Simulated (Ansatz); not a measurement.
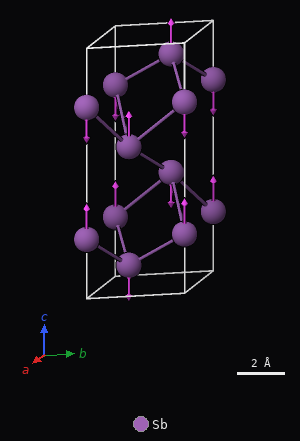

One vibrational mode of a crystal of Sb at the zone centre. The pink arrows give the relative displacements of the atoms. The picture is a ball-and-stick view of the conventional cell (3 times the calculation's cell), seen slightly off an axis. Lengths and directions refer to the drawn axes.

These are results of DFT PBEsol, scalar-relativistic, plane waves, PAW (Ansatz 0.2.0), not measurements.

Input
```yaml
crystal:
  lattice:
    - [2.1580243715, 1.2459359518, 3.6816800751]
    - [-2.1580243715, 1.2459359518, 3.6816800751]
    - [0.0, -2.4918719036, 3.6816800751]
  atoms:
    - { symbol: Sb, position: [0.2365647118, 0.2365647118, 0.2365647118] }
    - { symbol: Sb, position: [0.7634352882, 0.7634352882, 0.7634352882] }
basis:
  ecutwfc: 420
kpoints:
  mp_grid: { grid: [12, 12, 12] }
hamiltonian:
  xc: pbesol
scf:
  occupations: { method: fermi_dirac, width: 0.15 }
output:
  eigenvalues: true
phonons:
  method: dfpt
  eigenvectors: true
```

Command:
```bash
ansatz run input.yaml --threads 1 --pin off --max-ram 4096MiB --backend cpu --events-out ev --progress --plain --runs-dir out
```

The frequencies depend somewhat on the k-mesh and the smearing.

> Give the symmetry, activity and frequency of this mode.

This is the A₁g mode at 127 cm⁻¹, the highest optical level, Raman-active by symmetry. All motion is along c; atoms of one kind move against one another, with no net shift of their sublattice.
